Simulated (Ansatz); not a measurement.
**Band-structure calculation of Cr**

The run: band-structure calculation of Cr (Im-3m, 1 atom in the cell). Method and program: DFT PBEsol, scalar-relativistic, plane waves, PAW, no spin polarisation (Ansatz 0.2.0).

The structure derives from an entry of the Crystallography Open Database.

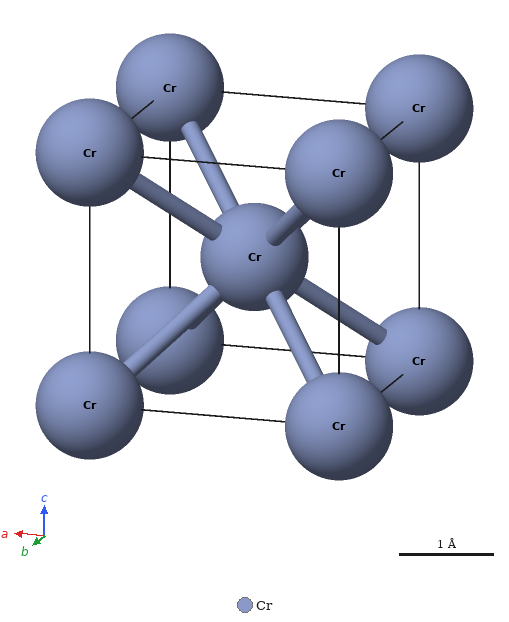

**Figure 1.** The input geometry (ball-and-stick view of the cell 2 times as large as that of the calculation, set on its symmetry axes, seen at an oblique angle). An atom can appear more than once, as a periodic image. Near neighbours in the periodic cell (some may lie outside the picture): Cr has 8 Cr at 2.44 Å.

### The input
```yaml
crystal:
  lattice:
    - [-1.4070850358, 1.4070850358, 1.4070850358]
    - [1.4070850358, -1.4070850358, 1.4070850358]
    - [1.4070850358, 1.4070850358, -1.4070850358]
  atoms:
    - { symbol: Cr, position: [0.0, 0.0, 0.0] }
basis:
  ecutwfc: 420
kpoints:
  mp_grid: { grid: [20, 20, 20] }
  band_path:
    path:
      - [[0.0, 0.0, 0.0], [0.5, -0.5, 0.5], [0.0, 0.0, 0.5], [0.0, 0.0, 0.0], [0.25, 0.25, 0.25], [0.5, -0.5, 0.5]]
      - [[0.25, 0.25, 0.25], [0.0, 0.0, 0.5]]
    npoints: 14
hamiltonian:
  xc: pbesol
scf:
  occupations: { method: gaussian, width: 0.1 }
  n_extra_bands: 6
output:
  forces: true
  stress: true
  eigenvalues: true
  populations: true
  dos: { projected: true, de: 0.02, nscf_kmesh: { grid: [30, 30, 30] } }
  bader: true
  write_density: true
  write_potential: true
  elf: true
  volumetric_format: npy
```

Launch command:
```bash
ansatz run input.yaml --threads 1 --pin off --max-ram 2560MiB --backend cpu --events-out ev --progress --plain --runs-dir out
```

### Output
```
scf.n_extra_bands = 6 over 7 filled bands (N_el = 14.0): the run solves 13 bands
Engine: ansatz 0.2.0, aarch64-unknown-linux-gnu
Pseudopotentials: kind: paw
Pseudopotential: Cr, paw, valence charge 14, recommended cutoff 420 eV (normal), Cr.paw.azcp
Functional definition: PBEsol
  exchange = pbesol_x
  correlation = pbesol_c
Crystal: 1 atoms, lattice volume = 11.143 Å³
Basis set: ecut = 420 eV, 225 PW (Γ), exchange–correlation on 36×36×36 points (8 copies of the dense FFT grid, shifted against one another)
Bands: 13, of which v1, the nominal top of the filled ones, is band 7 counted from 1 (6 counted from 0)
Symmetry: 48 space group operations
Space group: Im-3m (ITA 229), of the structure as read, at distance tolerance 2.2e-5 Å
k-points: 256 of 8000
Non-local potential: Cr, projectors of the file, l = 0: 3, l = 1: 2, l = 2: 3, l = 3: 1
PAW form: soft (Blöchl's): semilocal exchange-correlation on the pseudo side does not see the compensation charge
PAW frozen core: Cr, regenerated for the run's functional, and the local potential with it (the file was generated under x = pbe(κ = 0.804, μ = 0.2195149727645171), c = pbe(β = 0.06672455060314922))
PAW one-centre angular grid: Cr, 590 points (default); XC on 64 Gauss nodes
Initial density: superposition of atomic densities (neutral atoms: chi_scale 0, normalization atom), corrected by the library's trained network
Initial wavefunctions: pseudopotential atomic-orbital guess
Functional: x = pbesol(κ = 0.804, μ = 0.12345679012345678), c = pbesol(β = 0.046)
SCF iter   1: F=—  HF=-3349.199782 eV  |F-HF|=—  |Δ(HF+E_count)|=         —  Δρ=1.27e-2  dr2=1.06e-2  ethr=1.77e-3  ⟨swp⟩=4.0  Hψ=15758  notcnv=0
preconditioner: auto → none  [metal: Δε(μ)=0.003 eV  Ē_g=12.116 eV  σ=0.100 eV  W_gap=0.02  n_scr=0 (ndim 8)  ℏωp=27.2 eV  f_vac=0.000  D(μ)=0.66/eV (n_scr^D=12)]
SCF iter   2: F=—  HF=-3349.197987 eV  |F-HF|=—  |Δ(HF+E_count)|=   1.79e-3  Δρ=6.63e-3  dr2=3.33e-3  ethr=7.56e-5  ⟨swp⟩=3.0  Hψ=8325  notcnv=0  defer=272
SCF iter   3: F=—  HF=-3349.196939 eV  |F-HF|=—  |Δ(HF+E_count)|=   1.05e-3  Δρ=1.81e-3  dr2=6.14e-5  ethr=2.38e-5  ⟨swp⟩=2.5  Hψ=4833  notcnv=0  defer=272
SCF iter   4: F=—  HF=-3349.196983 eV  |F-HF|=—  |Δ(HF+E_count)|=   4.39e-5  Δρ=1.61e-4  dr2=1.60e-6  ethr=4.39e-7  ⟨swp⟩=1.0  Hψ=3024  notcnv=0  defer=272
iter 5 did not close the SCF: its close was put off for the readings that it lacked (scf_convergence_deferred on its scf_iter line)
SCF iter   5: F=-3349.196982 eV  HF=-3349.196982 eV  |F-HF|=8.24e-9  |Δ(HF+E_count)|=   3.00e-7  Δρ=1.37e-5  dr2=1.18e-8  ethr=1.14e-8  ⟨swp⟩=2.6  Hψ=4567  notcnv=0  defer=272
SCF iter   6: F=-3349.196982 eV  HF=-3349.196982 eV  |F-HF|=5.64e-11  |Δ(HF+E_count)|=   2.27e-9  Δρ=9.05e-7  dr2=6.14e-11  ethr=8.42e-11  ⟨swp⟩=6.1  Hψ=16335  notcnv=0
SCF 1 converged in 6 iterations: F = -3349.196982 eV  dr2 = 6.14e-11
  greatest PAW one-centre occupation: 1.000 electrons in one spin orbital (limit 2), on the Cr atom at site 0 (counted from 0), in its partial waves of l = 0
```

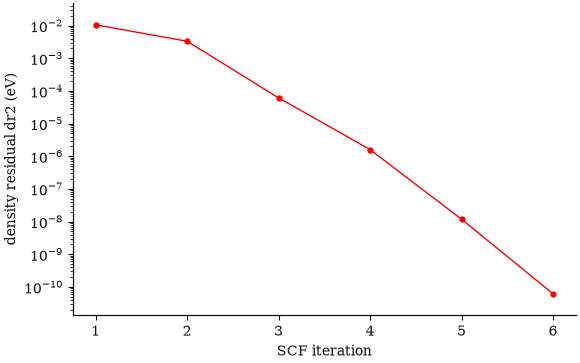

**Figure 2.** Convergence of the self-consistent field: density residual dr2 against the SCF iteration. The residual falls at every step.

```
NSCF: frozen V_eff on 86 k-points
NSCF: frozen V_eff on 752 k-points
SCF converged after 6 iterations
Free energy (F): -3349.196982 eV
Harris-Foulkes:  -3349.196982 eV  (|F-HF|=5.64e-11)
Internal energy: -3349.193731 eV  (E = F + TS)
E sigma→0 (E₀):  -3349.195357 eV
Entropy (-TS):   -0.003251 eV (-3.251 meV/atom)
Fermi energy:    20.143670 eV
--- Per-component energies (eV) ---
  E_band       = -134.249896
  E_kinetic    = 344.490644
  E_local      = -1143.601677  (includes V_loc(G=0)·N_el)
  E_nonlocal   = 80.101372
  E_hartree    = 501.294718
  E_xc         = -139.659879
  E_vxc        = -178.981230  (∫ρ·V_xc dr)
  E_paw        = -1167.086083  (= ΣΔE_a)
  E_vpaw       = -238.848459  (= ΣTr[D̂ρ^β])
  E_aug_tail   = 0.000368  (compensation charges beyond the density's cutoff)
  E_ewald      = -1824.893192
  E_core_change = 0.160000  (= ΣΔE_core)
  E_smearing   = -0.003251  (= −TS)
  E_closure    = 0.000000  (closes the sum)
  Σ components = -3349.196982   (vs F -3349.196982, Δ=0.00e0)
--- Forces (eV/Å), atoms counted from 1 ---
  atom   1  Cr    -0.00000000    -0.00000000    -0.00000000
  max |Σ_I F_I| component: 4.78e-32 eV/Å
--- Stress (GPa, compression-positive) ---
       -0.004148       0.000000      -0.000000
        0.000000      -0.004148      -0.000000
       -0.000000       0.000000      -0.004148
  P = ⅓ Tr σ = -0.0041 GPa (-0.041 kbar)
--- Band table (eV; the first three rows and the last of 256) ---
  k-point 0: bands = ["-51.5439", "-22.3617", "-22.3617", "-22.3617", "12.0793", "19.1653", "19.1653", "19.1653", "21.3011", "21.3011", "42.6689", "42.6689", "42.6689"]
  k-point 1: bands = ["-51.5380", "-22.3884", "-22.3699", "-22.3619", "12.1932", "19.1197", "19.1583", "19.2447", "21.2487", "21.3044", "42.4039", "42.6389", "42.7481"]
  k-point 2: bands = ["-51.5210", "-22.4657", "-22.3935", "-22.3624", "12.5265", "18.9890", "19.1260", "19.4787", "21.1200", "21.3154", "41.6557", "42.4798", "42.9712"]
  k-point 255: bands = ["-51.1334", "-23.0748", "-23.0748", "-23.0748", "15.5262", "15.5262", "22.7398", "22.7398", "22.7398", "30.9836", "30.9836", "30.9836", "37.8073"]
--- Löwdin populations: 1 site ---
  site symbol       q [e]
     0     Cr     13.9040
  spilling = 0.006860 (of n_electrons = 14.000000)
--- Bader charges: 1 site ---
  site symbol  charge [e]  shift [e]
     0     Cr      0.0000     0.0000
  estimated error of the sums over rays = 1.9e-7 e
```

### File bader_charges.tsv
```
# site	symbol	x_ang	y_ang	z_ang	partial_charge_e	electrons	volume_ang3	relative_density_drop	shared_charge_e	partial_wave_shift_e
# quadrature_error_electrons = 1.9e-7
0	Cr	0.0000	0.0000	0.0000	0.00000	24.00000	11.14	-	0.00000	0.00000
```

### File populations.tsv
```
# site	symbol	l	j	q
# orbitals = lowdin
# n_electrons = 14.000000
# spilling = 0.006860
0	Cr	0_3S	-	1.981575
0	Cr	0_4S	-	0.713490
0	Cr	1_3P	-	5.990084
0	Cr	2_3D	-	5.218812
```

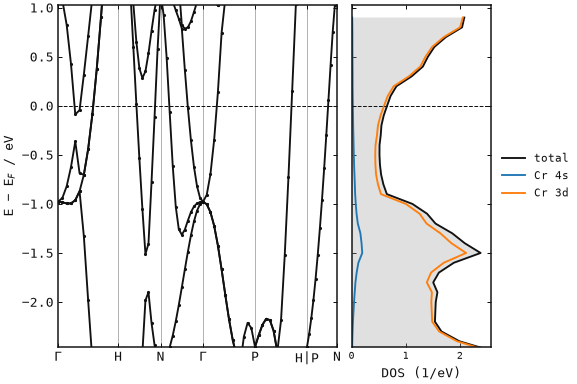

**Figure 3.** Band structure along Γ–H–N–Γ–P–H|P–N and density of states (projected on Löwdin-orthogonalised atomic shells), with energies from the Fermi level. Bands cross the Fermi level: a metal at this level of theory.

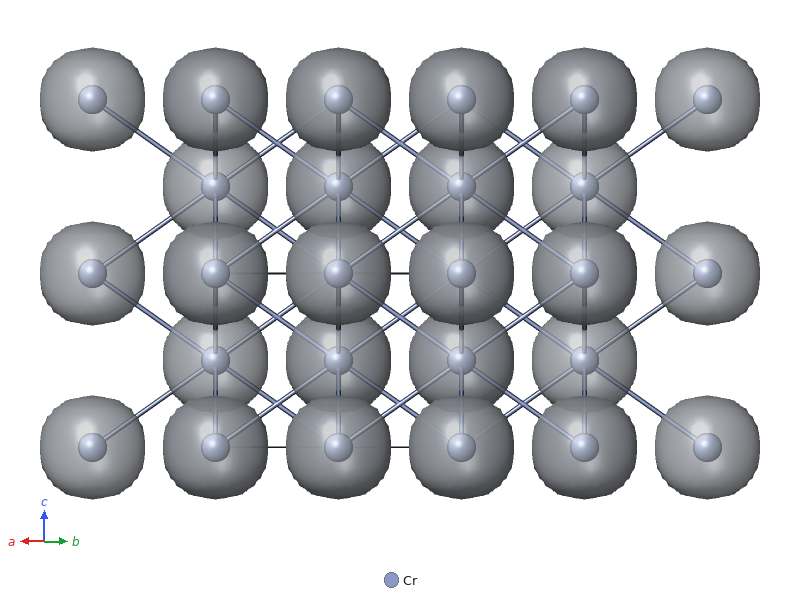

**Figure 4.** Isosurface of the valence pseudo-density at 0.8 e/Å³ (grey), seen along [110]. Sticks mark near contacts. The outline is the cell set on symmetry axes. At this value the density breaks into separate islands; it holds about 75 % of the electrons treated as valence (semicore included). It is pinched off along the Cr–Cr (2.44 Å) contacts. On the grid the lowest density along these lines, outside the cores, is 0.4 e/Å³ (Cr–Cr, 2.44 Å). In a PAW calculation such maps are meaningful between the atoms, not at the nuclei.

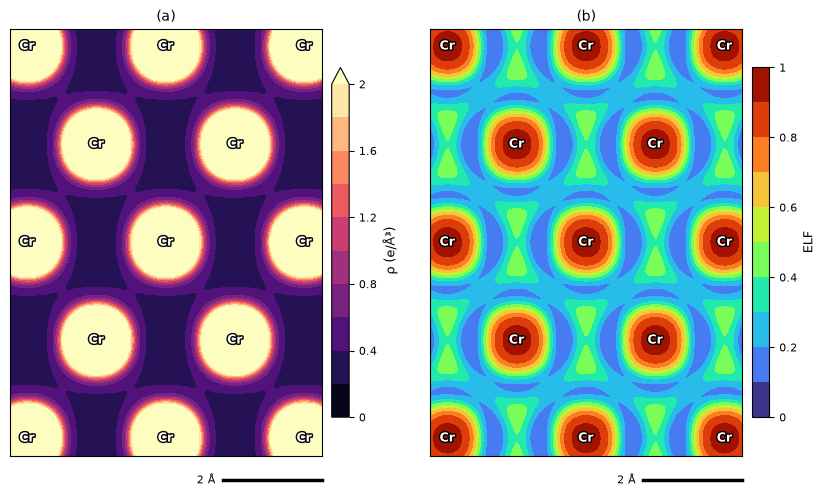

**Figure 5.** (a) valence pseudo-density; (b) electron localisation function on the (011) plane of the conventional cell. Cr–Cr (2.44 Å): ρ is about 0.4 e/Å³ halfway; the ELF is about 0.25 at the midpoint; no shared electron pair. Away from the nuclei the density in this plane falls to 0.29 e/Å³ at its lowest. The strong features right at Cr lie inside the PAW spheres (semicore, d or f shells) and say nothing about bonding.

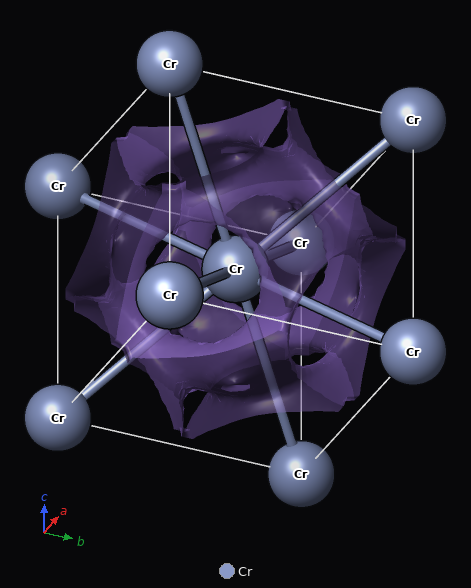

**Figure 6.** Isosurface of the electron localisation function at 0.4 (purple), seen at an oblique angle. Core shells and regions of very low density are left out. Sticks mark near contacts. The outline is the cell set on symmetry axes. Profiles from the grid: Cr–Cr (2.44 Å): the ELF is about 0.25 at the midpoint; no localised pair between them.

### Summary

| quantity | value |
| --- | --- |
| outcome | converged |
| space group (tolerance 0.01 Å) | Im-3m (229) |
| electrons treated | 14 |
| free energy | −3349.1970 eV |
| Fermi energy | 20.144 eV |
| gap on the k-point mesh | none (metallic) |
| pressure | 0.00 GPa |
| largest force (length of the vector) | under 0.001 eV/Å |
| hardware | 1 thread of Arm Neoverse V1, 24 GiB of memory available, shared host |
| wall time | 18 s |
| peak memory | 0.32 GiB |

### Remarks

The run has no spin polarisation, so a magnetic state may lie lower.
